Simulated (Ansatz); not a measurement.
# Calculations on CO

### Relaxation

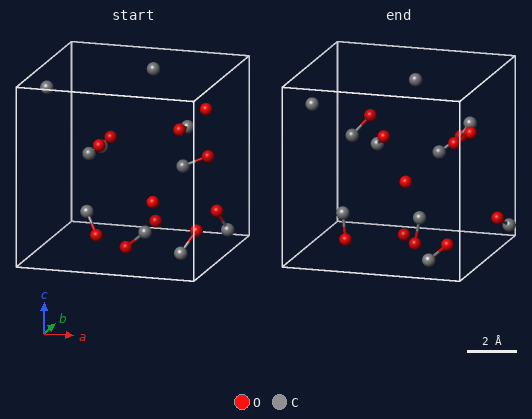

The structure of an amorphous cell of composition CO before (left) and after (right) a relaxation, at one scale.

The picture is a ball-and-stick view of the cell of the calculation, seen slightly off an axis.

The cell holds 10 CO. The run prepares the start of a later molecular dynamics calculation, from a guessed geometry.

Method: DFT PBE-D3(BJ), scalar-relativistic, plane waves, PAW (Ansatz). Set-up: plane-wave cutoff 420 eV; k-point mesh 1 × 1 × 1; occupations fermi dirac; smearing width 0.05 eV; no spin polarisation; atoms relaxed in a fixed cell; force threshold 0.3 eV/Å; at most 15 steps.

**Describe what moved and what it gained.**

The largest move is that of an O atom, 1.15 Å roughly along [−1 1 1]. By element the largest moves are O 1.15 Å, C 0.89 Å. The cell doesn't change. Near-neighbour distances that change, for instance: C–O 1.150 → 1.135 Å. After 11 accepted moves (13 points after the start) the energy has fallen by 77.5 meV per atom. Largest force component: 2.1 eV/Å at the start, 0.29 eV/Å at the end. The line search rejected the trial step at point 7 of the run. 1 step only repeated the SCF at the same geometry. The run took 43 s on 1 thread of Intel(R) Xeon(R) Processor @ 2.70GHz (shared host), peak memory 0.46 GiB.

Limits of the set-up: the periodic images lie only 7.7 Å apart, so the values are limited by the cell's size.

### Dynamics

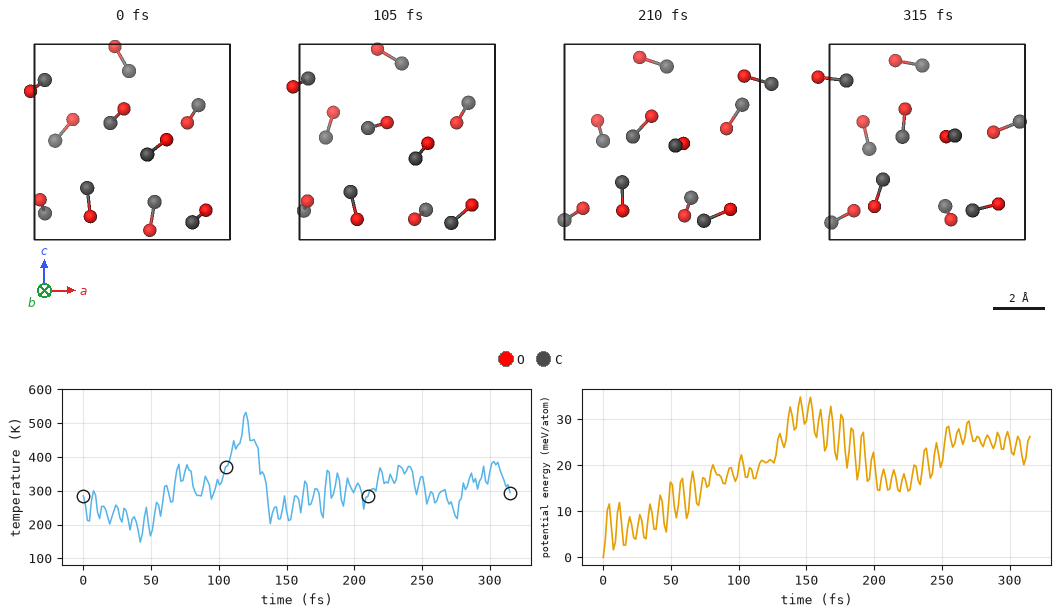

A Born-Oppenheimer molecular dynamics run of a periodic cell with 10 CO at 1.002 g/cm³, 315 fs long. Frames and the history of the run. Style: ball-and-stick. Shown: the simulation cell, along the b axis. Atoms that leave the cell re-enter on the other side.

All numbers below come from DFT PBE-D3(BJ), scalar-relativistic, plane waves, PAW (Ansatz). Set-up: plane-wave cutoff 420 eV; k-point mesh 1 × 1 × 1; Fermi-Dirac smearing 0.05 eV; Langevin thermostat (NVT); set temperature 300 K; time step 1.5 fs; friction 0.02 per fs.

What do the frames and curves show?

Answer. Over the second half the temperature averages 312 K (spread ±39 K). The potential energy in the second half lies on average 22.9 meV per atom above the first frame. In the second half of the run the atoms are, in the root-mean-square, this far from where they began (common drift taken out): C 0.74 Å, O 0.64 Å. The heavy atoms stay within a fraction of a molecule's size of their starting places; so short a run doesn't tell a liquid from a solid.

Limits of the set-up: the periodic images lie only 7.7 Å apart, so the values are limited by the cell's size.

Cost: 9.8 min on 1 thread of Intel(R) Xeon(R) Processor @ 2.70GHz (shared host), peak memory 0.48 GiB.

### Energy conservation

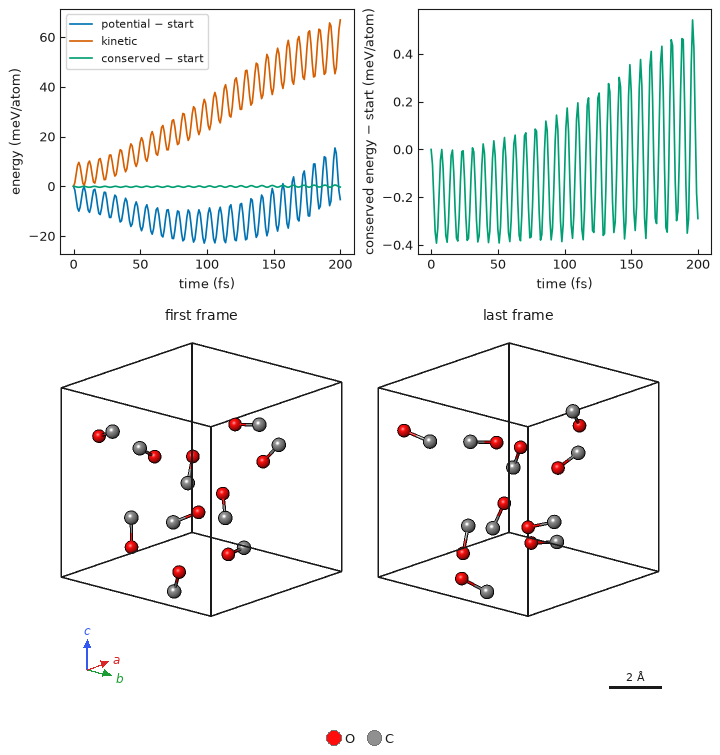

First-principles dynamics of a periodic cell with 10 CO at 1.002 g/cm³, 200 fs long. It starts from the last geometry of an earlier run. Style: ball-and-stick. Shown: the simulation cell, from a free direction.

These are results of DFT PBE-D3(BJ), scalar-relativistic, plane waves, PAW in Ansatz 0.2.0, not measurements. Settings: plane-wave cutoff 420 eV; k-point mesh 1 × 1 × 1; Fermi-Dirac smearing 0.05 eV; Nosé-Hoover thermostat (NVT); set temperature 300 K; time step 1 fs; thermostat time 100.0 fs.

Q: Check the integration.

A: The conserved quantity stays between −0.39 and 0.54 meV per atom of its start. A straight-line fit has a slope that amounts to +0.31 meV per atom over 200 fs (1.0 % of the mean kinetic energy), and the ripple about it is 1.2 % of the kinetic energy's fluctuation. With a drift under 2 % and a ripple under 7 %, the integration is accurate. The atoms start at rest, so the thermostat has only the motion that the forces set off to work on. The mean temperature in the second half is 365 K (standard deviation 86 K). The potential energy is still drifting at the end, so the run hasn't reached equilibrium. The potential energy in the second half lies on average 8.1 meV per atom below the first frame.

Limits of the set-up: the periodic images lie only 7.7 Å apart, so the values are limited by the cell's size.

The run took 8 min on 1 thread of Intel(R) Xeon(R) Processor @ 2.70GHz, with other jobs on the host, peak memory 0.48 GiB.
